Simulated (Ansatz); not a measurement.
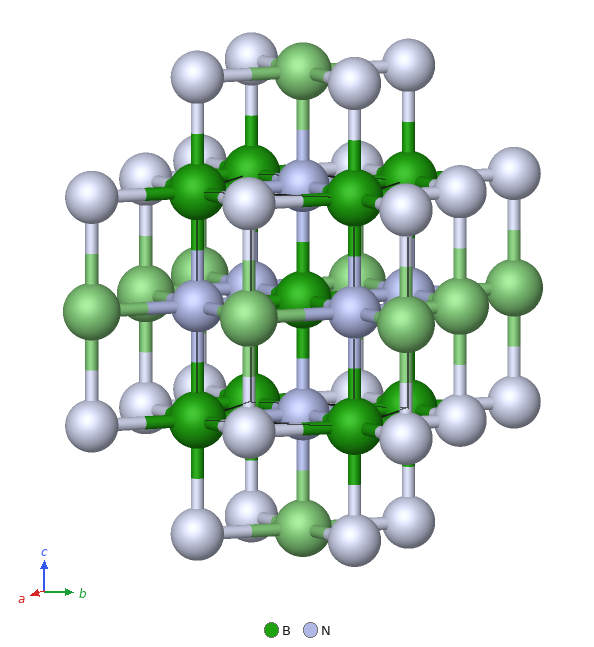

We look at a ball-and-stick model of the crystal slightly off an axis. The lines enclose the conventional unit cell; boundary atoms appear with their images. The first bonded neighbours in the surrounding cells are also shown, in fainter colours.

BN, space group I4/mmm (No. 139), a = 2.523 Å, b = 2.523 Å, c = 3.492 Å, α = 90.00°, β = 90.00°, γ = 90.00°. The structure was taken from a structure type filled with these elements by a generator (whether the compound takes this form wasn't checked). The cell was then strained or its atoms displaced on purpose. Ansatz was used for an electronic-structure calculation on it.

This one geometry was computed with Ansatz (DFT, plane waves, PAW) at three levels of theory: r2SCAN, HSE06 and PBE. It was relaxed with r2SCAN and then strained.

> Which level gives the highest pressure at this volume, and what does that say about its equilibrium volume?

Highest: PBE (-11.5 GPa), which points to the largest equilibrium volume. Lowest, with the smallest volume: HSE06 (-23.8 GPa). Levels within 0.5 GPa of each other can't be told apart.

> How does the band gap change with the level of theory?

PBE: a gap of 0.56 eV, indirect; r2SCAN: a gap of 0.67 eV, indirect; HSE06: a gap of 1.48 eV, indirect.

> Collect the results in a table.

| level | cutoff (eV) | k-mesh of the run's cell | gap (eV) | pressure (GPa) |
| --- | --- | --- | --- | --- |
| r2SCAN | 500 | 12×12×12 | 0.67 | -15.5 |
| HSE06 | 420 | 8×8×8 | 1.48 | -23.8 |
| PBE | 420 | 12×12×12 | 0.56 | -11.5 |

Gaps are taken on the k-mesh or band path of each run.
